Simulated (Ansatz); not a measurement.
# Nb(100) / 3 layers Li(100) / Nb(100): resistance against film thickness, part 2 of 2

Wanted: interface resistance and thickness dependence for Nb(100) / 3 layers Li(100) / Nb(100).

Ansatz 0.2.0; Ansatz plane-wave DFT, PBEsol, PAW files; ballistic transport by layer matching (Landauer), zero bias; PAW set soft_1.

So far. Step 2 (With 3 layers): The lead's potential steps by 11 meV from period to period, small in itself. The program estimates the junction's conductance to 6.5 % from the k-mesh, 1.3 % from the leads' distance from neutral and 9.2 % from their steps. Step 3 (With 5 layers, film layers 5): The conductance of the junction is 4.4e14 S/m², 4.8 % under the 4.6e14 S/m² of the last finished run, within the error estimates, leads' steps apart, of 6.5 and 7.9 %.

**4. With 6 layers, film layers 6**

The stack now holds 6 film layers; the k-mesh follows the cell, and the energies span -0.27 to 0.27 eV.

System of this step: Nb(100) / 6 layers Li(100) / Nb(100). The cell holds 16 atoms: 10 Nb and 6 Li. Cell: a = 3.306 Å, b = 3.306 Å, c = 28.399 Å, α = 90.0°, β = 90.0°, γ = 90.0°. It derives from Nb and Li. Regions: lead, 10 atoms (10 Nb); films, 6 atoms (6 Li). The structure is stacked along c, and the current runs across the ab planes.

Contents of input.yaml:

```yaml
crystal:
  lattice:
    - [3.3063, 0.0, 0.0]
    - [0.0, 3.3063, 0.0]
    - [0.0, 0.0, 28.3989685617]
  atoms:
    - { symbol: Nb, position: [0.0, 0.0, 0.0291058106] }
    - { symbol: Nb, position: [0.5, 0.5, 0.0873174318] }
    - { symbol: Nb, position: [0.0, 0.0, 0.145529053] }
    - { symbol: Nb, position: [0.5, 0.5, 0.2037406742] }
    - { symbol: Nb, position: [0.0, 0.0, 0.2619522953] }
    - { symbol: Li, position: [0.5, 0.5, 0.3258817549] }
    - { symbol: Li, position: [0.0, 0.0, 0.395529053] }
    - { symbol: Li, position: [0.5, 0.5, 0.465176351] }
    - { symbol: Li, position: [0.0, 0.0, 0.534823649] }
    - { symbol: Li, position: [0.5, 0.5, 0.604470947] }
    - { symbol: Li, position: [0.0, 0.0, 0.6741182451] }
    - { symbol: Nb, position: [0.5, 0.5, 0.7380477047] }
    - { symbol: Nb, position: [0.0, 0.0, 0.7962593258] }
    - { symbol: Nb, position: [0.5, 0.5, 0.854470947] }
    - { symbol: Nb, position: [0.0, 0.0, 0.9126825682] }
    - { symbol: Nb, position: [0.5, 0.5, 0.9708941894] }
kpoints:
  mp_grid: { grid: [11, 11, 1] }
hamiltonian:
  xc: pbesol
  pseudopotentials: { kind: paw, azcp: { folder: soft_1 }, xc_functional: pbe }
scf:
  occupations: { method: fermi_dirac, width: 0.1 }
output:
  transmission:
    leads: [[0, 1]]
    kmesh: [22, 22]
    e_range: [-0.27, 0.27]
    de: 0.036
  write_potential: true
  write_density: true
  volumetric_format: npy
```

Started as:

```console
$ ansatz run input.yaml --threads 4 --pin off --max-ram 8192MiB --backend cpu --events-out ev --progress --plain --runs-dir out
```

Numbers of over 12 decimals in the logs are rounded to 6 here.

Log:

```text
[...]
Crystal: 16 atoms, lattice volume = 310.447 Å³
Basis set: ecut = 420 eV, 6111 PW (Γ)
Bands: 90, of which v1, the nominal top of the filled ones, is band 74 counted from 1 (73 counted from 0)
Symmetry: 16 space group operations
[...]
k-points: 21 of 121
[...]
--- Transmission ---
  basis      : 97 plane waves across, 46 finite elements along
  points     : 78, standing for a mesh of 22 x 22
[...]
filled         : 14.7 meV over the level at which it is neutral
    channels       : 2.708678e0 a spin
[...]
junction   : crystal 0 to crystal 0, 0.70 to 27.44 Å
    transmission   : 5.402158e-1 a spin
[...]
resistance     : 1.9952e-3 Ω µm² beyond half of each lead's own
[key lines of the parts left out:]
SCF converged after 12 iterations
Free energy (F): -46170.944350 eV
Fermi energy:    10.581754 eV
```

Wall time 2.3 min (4 threads of Intel Xeon Platinum 8488C (Sapphire Rapids), shared host); peak memory 1.1 GiB; 8 min of CPU time.

This step gave:

```
free energy                                                                : -46170.9444 eV
energy at zero smearing                                                    : -46170.6384 eV
Fermi energy                                                               : 10.58 eV
step of the lead's potential                                               : 18.5 meV
estimated errors of the lead's conductance                                 : 0, 3.6, 1.3 % (band edges, k-mesh, distance from neutral)
lead conductance per cell                                                  : 2.714 G₀
conductance of the junction                                                : 3.98e14 S/m²
junction conductance per cell                                              : 0.5610 G₀
estimated errors of the junction's conductance                             : 0.1, 0.5, 11.5, 538.2, 1.7 % (energy step, band edges, k-mesh, leads' steps, distance from neutral)
area resistance that the stack adds (contact term taken off, spin by spin) : 1.995 fΩ m²
```

Per spin. Table of transmission, zone mean by energy, zero at the Fermi level:

```csv
energy (eV),"transmission, zone mean"
-0.270,0.575
-0.234,0.609
-0.198,0.630
-0.162,0.630
-0.126,0.635
-0.090,0.612
-0.054,0.606
-0.018,0.569
0.018,0.540
0.054,0.525
0.090,0.547
0.126,0.479
0.162,0.466
0.198,0.460
0.234,0.459
0.270,0.430
```

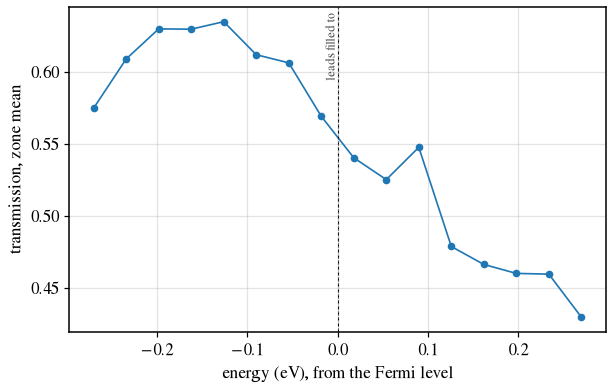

Transmission, zone mean, plotted against energy.

The conductance of the junction is 4.0e14 S/m², 8.7 % under the 4.4e14 S/m² of the last finished run, within the error estimates, leads' steps apart, of 7.9 and 12 %. The estimate from the leads' steps, 538 %, is larger still.

**5. With 8 layers, film layers 8**

The stack now holds 8 film layers; the k-mesh follows the cell, and the energies span -0.27 to 0.27 eV.

System of this step: Nb(100) / 8 layers Li(100) / Nb(100). The cell holds 18 atoms: 10 Nb and 8 Li. Cell: a = 3.306 Å, b = 3.306 Å, c = 32.355 Å, α = 90.0°, β = 90.0°, γ = 90.0°. It derives from Nb and Li. Regions: lead, 10 atoms (10 Nb); films, 8 atoms (8 Li). The structure is stacked along c, and the current runs across the ab planes.

input.yaml, the sections that differ from step 4:

```yaml
crystal:
  lattice:
    - [3.3063, 0.0, 0.0]
    - [0.0, 3.3063, 0.0]
    - [0.0, 0.0, 32.3547914157]
  atoms:
    - { symbol: Nb, position: [0.0, 0.0, 0.0255472208] }
    - { symbol: Nb, position: [0.5, 0.5, 0.0766416624] }
    - { symbol: Nb, position: [0.0, 0.0, 0.127736104] }
    - { symbol: Nb, position: [0.5, 0.5, 0.1788305455] }
    - { symbol: Nb, position: [0.0, 0.0, 0.2299249871] }
    - { symbol: Li, position: [0.5, 0.5, 0.2860381819] }
    - { symbol: Li, position: [0.0, 0.0, 0.34717013] }
    - { symbol: Li, position: [0.5, 0.5, 0.408302078] }
    - { symbol: Li, position: [0.0, 0.0, 0.469434026] }
    - { symbol: Li, position: [0.5, 0.5, 0.530565974] }
    - { symbol: Li, position: [0.0, 0.0, 0.591697922] }
    - { symbol: Li, position: [0.5, 0.5, 0.65282987] }
    - { symbol: Li, position: [0.0, 0.0, 0.7139618181] }
    - { symbol: Nb, position: [0.5, 0.5, 0.7700750129] }
    - { symbol: Nb, position: [0.0, 0.0, 0.8211694545] }
    - { symbol: Nb, position: [0.5, 0.5, 0.872263896] }
    - { symbol: Nb, position: [0.0, 0.0, 0.9233583376] }
    - { symbol: Nb, position: [0.5, 0.5, 0.9744527792] }
# kpoints, hamiltonian, scf, output: as in step 4
```

Log:

```text
[...]
Crystal: 18 atoms, lattice volume = 353.690 Å³
Basis set: ecut = 420 eV, 6989 PW (Γ)
Bands: 95, of which v1, the nominal top of the filled ones, is band 77 counted from 1 (76 counted from 0)
Symmetry: 16 space group operations
[...]
k-points: 21 of 121
[...]
--- Transmission ---
  basis      : 97 plane waves across, 52 finite elements along
  points     : 78, standing for a mesh of 22 x 22
[...]
filled         : 15.3 meV over the level at which it is neutral
    channels       : 2.708678e0 a spin
[...]
junction   : crystal 0 to crystal 0, 0.70 to 31.40 Å
    transmission   : 6.041788e-1 a spin
[...]
resistance     : 1.8581e-3 Ω µm² beyond half of each lead's own
[key lines of the parts left out:]
SCF converged after 11 iterations
Free energy (F): -46576.951090 eV
Fermi energy:    9.384156 eV
```

Run time: 2.5 min. Hardware: 4 threads; peak memory 1.3 GiB; 8.4 min of CPU time.

Numbers from this step:

| Quantity | Value |
| --- | --- |
| free energy | -46576.9511 eV |
| energy at zero smearing | -46576.6335 eV |
| Fermi energy | 9.384 eV |
| step of the lead's potential | 18.2 meV |
| lead conductance per cell | 2.712 G₀ |
| conductance of the junction | 4.20e14 S/m² |
| junction conductance per cell | 0.5932 G₀ |
| estimated errors of the junction's conductance | 0.5, 1.1, 8.9, 21.2, 1.8 % (energy step, band edges, k-mesh, leads' steps, distance from neutral) |
| area resistance that the stack adds (contact term taken off, spin by spin) | 1.858 fΩ m² |

Per spin. Transmission, zone mean against energy, zero at the Fermi level:

```csv
energy (eV),"transmission, zone mean"
-0.270,0.591
-0.234,0.630
-0.198,0.682
-0.162,0.689
-0.126,0.682
-0.090,0.648
-0.054,0.640
-0.018,0.608
0.018,0.604
0.054,0.556
0.090,0.509
0.126,0.475
0.162,0.462
0.198,0.422
0.234,0.388
0.270,0.376
```

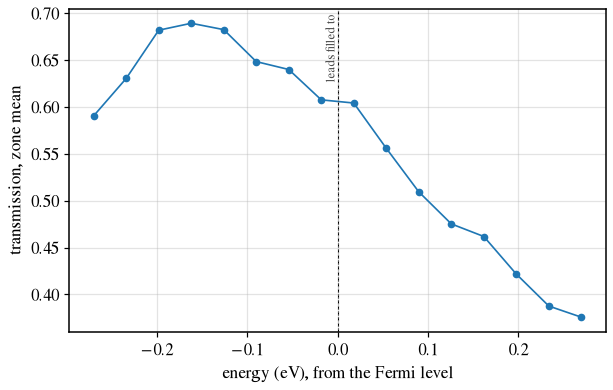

Transmission, zone mean, plotted against energy.

The conductance of the junction is 4.2e14 S/m², 5.8 % over the 4.0e14 S/m² of the last finished run, within the error estimates, leads' steps apart, of 12 and 8.9 %. The estimate from the leads' steps, 21 %, is larger still.

**6. With 10 layers, film layers 10**

The stack now holds 10 film layers; the k-mesh follows the cell, and the energies span -0.27 to 0.27 eV.

System of this step: Nb(100) / 10 layers Li(100) / Nb(100). The cell holds 20 atoms: 10 Nb and 10 Li. Its edges and angles: a = 3.306 Å, b = 3.306 Å, c = 36.311 Å, α = 90.0°, β = 90.0°, γ = 90.0°. It derives from Nb and Li. Regions: lead, 10 atoms (10 Nb); films, 10 atoms (10 Li). The structure is stacked along c, and the current runs across the ab planes.

input.yaml, the sections that differ from step 5:

```yaml
crystal:
  lattice:
    - [3.3063, 0.0, 0.0]
    - [0.0, 3.3063, 0.0]
    - [0.0, 0.0, 36.3106142696]
  atoms:
    - { symbol: Nb, position: [0.0, 0.0, 0.0227640049] }
    - { symbol: Nb, position: [0.5, 0.5, 0.0682920146] }
    - { symbol: Nb, position: [0.0, 0.0, 0.1138200243] }
    - { symbol: Nb, position: [0.5, 0.5, 0.1593480341] }
    - { symbol: Nb, position: [0.0, 0.0, 0.2048760438] }
    - { symbol: Li, position: [0.5, 0.5, 0.2548760438] }
    - { symbol: Li, position: [0.0, 0.0, 0.3093480341] }
    - { symbol: Li, position: [0.5, 0.5, 0.3638200243] }
    - { symbol: Li, position: [0.0, 0.0, 0.4182920146] }
    - { symbol: Li, position: [0.5, 0.5, 0.4727640049] }
    - { symbol: Li, position: [0.0, 0.0, 0.5272359951] }
    - { symbol: Li, position: [0.5, 0.5, 0.5817079854] }
    - { symbol: Li, position: [0.0, 0.0, 0.6361799757] }
    - { symbol: Li, position: [0.5, 0.5, 0.6906519659] }
    - { symbol: Li, position: [0.0, 0.0, 0.7451239562] }
    - { symbol: Nb, position: [0.5, 0.5, 0.7951239562] }
    - { symbol: Nb, position: [0.0, 0.0, 0.8406519659] }
    - { symbol: Nb, position: [0.5, 0.5, 0.8861799757] }
    - { symbol: Nb, position: [0.0, 0.0, 0.9317079854] }
    - { symbol: Nb, position: [0.5, 0.5, 0.9772359951] }
# kpoints, hamiltonian, scf, output: as in step 5
```

Log:

```text
[...]
Crystal: 20 atoms, lattice volume = 396.934 Å³
Basis set: ecut = 420 eV, 7809 PW (Γ)
Bands: 100, of which v1, the nominal top of the filled ones, is band 80 counted from 1 (79 counted from 0)
Symmetry: 16 space group operations
[...]
k-points: 21 of 121
[...]
--- Transmission ---
  basis      : 97 plane waves across, 56 finite elements along
  points     : 78, standing for a mesh of 22 x 22
[...]
filled         : 16.0 meV over the level at which it is neutral
    channels       : 2.708678e0 a spin
[...]
junction   : crystal 0 to crystal 0, 0.70 to 35.36 Å
    transmission   : 5.462610e-1 a spin
[...]
resistance     : 1.9981e-3 Ω µm² beyond half of each lead's own
[key lines of the parts left out:]
SCF converged after 11 iterations
Free energy (F): -46982.957440 eV
Fermi energy:    8.449834 eV
```

Wall time 2.9 min (4 threads); peak memory 1.4 GiB.

Numbers from this step:

| Item | Value |
| --- | --- |
| free energy | -46982.9574 eV |
| energy at zero smearing | -46982.6239 eV |
| Fermi energy | 8.450 eV |
| step of the lead's potential | 18.3 meV |
| estimated errors of the lead's conductance | 0, 3.6, 1.4 % (band edges, k-mesh, distance from neutral) |
| lead conductance per cell | 2.710 G₀ |
| conductance of the junction | 3.97e14 S/m² |
| junction conductance per cell | 0.5602 G₀ |
| estimated errors of the junction's conductance | 0.2, 0, 11.2, 54.3, 2.3 % (energy step, band edges, k-mesh, leads' steps, distance from neutral) |
| area resistance that the stack adds (contact term taken off, spin by spin) | 1.998 fΩ m² |

Per spin. The transmission, zone mean by energy, zero at the Fermi level:

```csv
energy (eV),"transmission, zone mean"
-0.270,0.606
-0.234,0.669
-0.198,0.699
-0.162,0.671
-0.126,0.623
-0.090,0.605
-0.054,0.609
-0.018,0.589
0.018,0.546
0.054,0.507
0.090,0.484
0.126,0.473
0.162,0.448
0.198,0.433
0.234,0.413
0.270,0.384
```

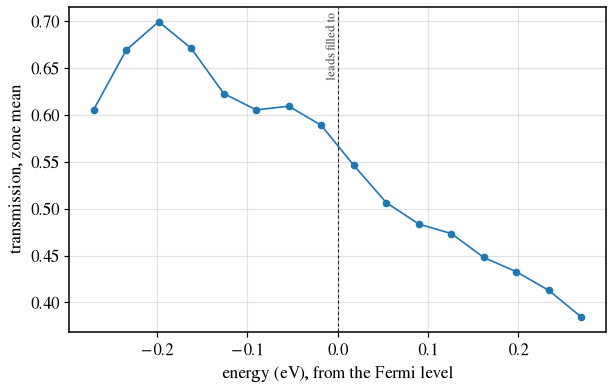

Transmission, zone mean against energy.

The conductance of the junction is 4.0e14 S/m², 5.6 % under the 4.2e14 S/m² of the last finished run, within the error estimates, leads' steps apart, of 8.9 and 11 %. The estimate from the leads' steps, 54 %, is larger still.

**7. The ladder**

Times are for 4 threads of Intel Xeon Platinum 8488C (Sapphire Rapids), shared host. Results by setting:

```csv
no.,film layers,"area resistance that the stack adds (contact term taken off, spin by spin) (fΩ m²)",conductance of the junction (S/m²),time,memory (GiB)
1,3,1.667,4.57e14,4 min,1.0
2,5,1.775,4.35e14,2.1 min,1.1
3,6,1.995,3.98e14,2.3 min,1.1
4,8,1.858,4.20e14,2.5 min,1.3
5,10,1.998,3.97e14,2.9 min,1.4
```

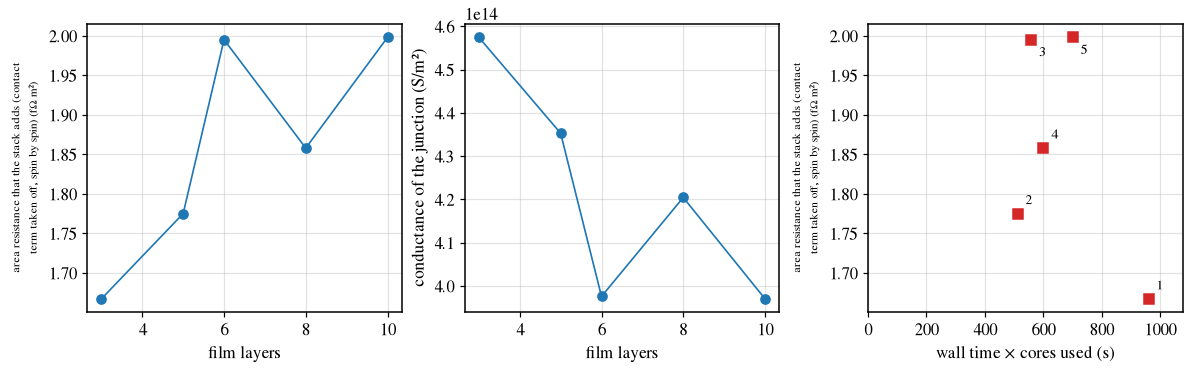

The series as plots; the last panel sets the first result against cost, with the runs numbered as in the table.

**8. Summary of results**

```yaml
area_resistance_3_layers: 1.67 fΩ m²
area_resistance_5_layers: 1.78 fΩ m²
area_resistance_6_layers: 2.00 fΩ m²
area_resistance_8_layers: 1.86 fΩ m²
area_resistance_10_layers: 2.00 fΩ m²
```

**Reading.** The stack adds 1.7 fΩ m² with 3 layers and 2.0 fΩ m² with 10. From 5 layers on no step exceeds the two runs' error estimates together, as expected where only the two interfaces scatter; half the mean, 0.95 fΩ m², is a rough coherent figure for one interface. Atoms sit on ideal sites and aren't relaxed. The program's error estimates for the conductances, leads' steps apart, run from 6.5 to 12 %. The program's estimate of the error from the leads' steps alone runs to 538 %, although the steps are small; only longer leads would test it. Li(100) is compressed by 5.8 % in plane to fit Nb(100), at its own atomic volume. 1 further run is left out: refused by the program, or repeats without effect or without named leads.

[Logs are printed without paths, hosts, clocks, repeated set-up lines and the standing remarks that a program may print on its own settings, such as how far it seeks lower states.]

[Hosts, paths, dates, database ids (printed as entryN), source tags and the programs' standing remarks are cut or masked in the printed files.]
